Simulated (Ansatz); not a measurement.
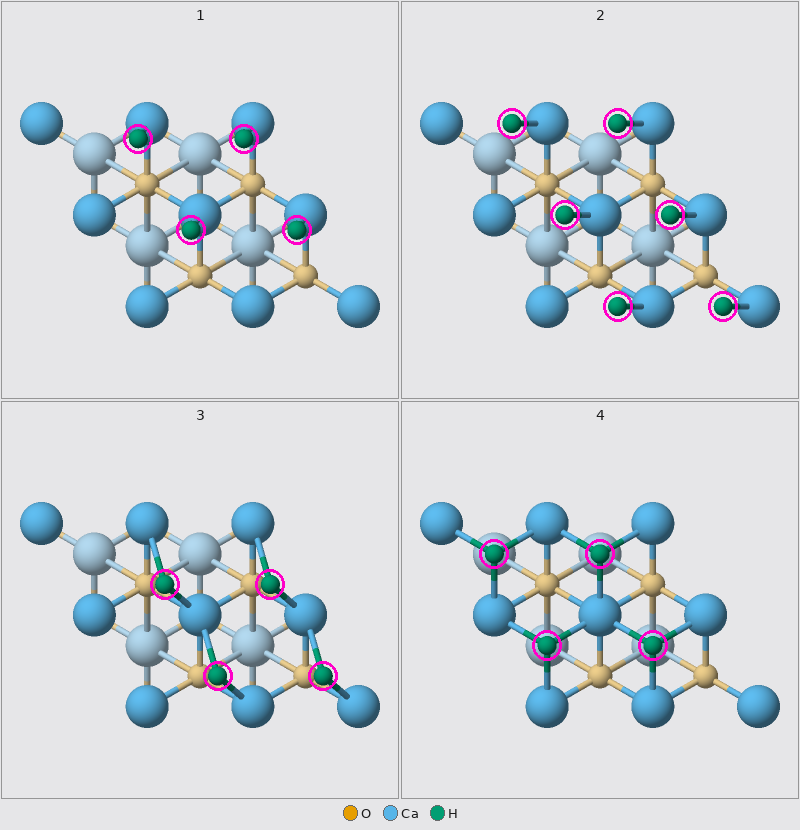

H on a CaO(111) slab cut from the Fm-3m phase, its upper half relaxed before the scan (4 atoms of substrate and one adsorbate in a 1 × 1 cell). H is moved over the surface cell; relaxed at each place: the height of the adsorbate's atoms; substrate rigid; the origin of the map has the adsorbate above Ca4. Places are given modulo a cell vector. The map is drawn in real space over the plane of the surface. The grid has 6 × 6 points; 10 points were computed and 26 follow by symmetry. Energies are in eV, from the lowest grid point. With one adsorbate in each 1 × 1 cell, its nearest image is 3.3 Å away, so neighbouring adsorbates interact. These are results of DFT LDA, scalar-relativistic, plane waves, PAW (Ansatz), not measurements. Settings: cutoff 420 eV, k-mesh 9×9×1, gaussian smearing 0.05 eV, spin-polarised.

The numbered pictures are structures from this grid. Rings mark the moved atoms.

> Which is the most stable, and how do the others follow?

4, at a threefold hollow over a third-layer Ca atom, (2/6, 4/6) of the cell vectors: 0.00 eV; 3, at (5/6, 2/6) of the cell vectors [nearest 1 Ca at 2.12 Å]: 0.38 eV; 2, at (4/6, 0/6) of the cell vectors [nearest 1 Ca at 2.06 Å]: 0.58 eV; 1, at (5/6, 5/6) of the cell vectors [nearest 1 Ca at 2.08 Å]: 0.90 eV.

The map, with the structures marked:

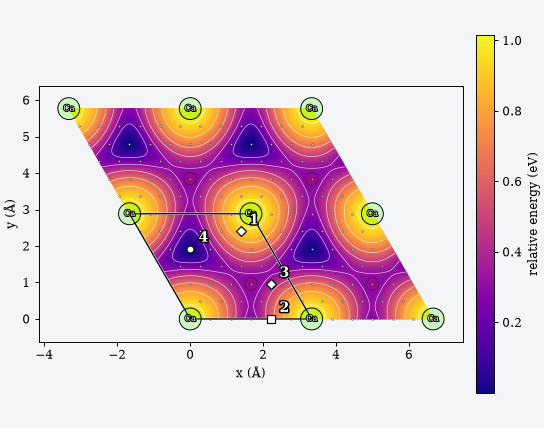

In the figure: a smooth colour map with a few white contour lines, dots at the grid points, labelled circles for the atoms of the top layer and small ones for the second layer, the outline of one cell of the 2 × 2 shown. Between grid points the surface is interpolated.
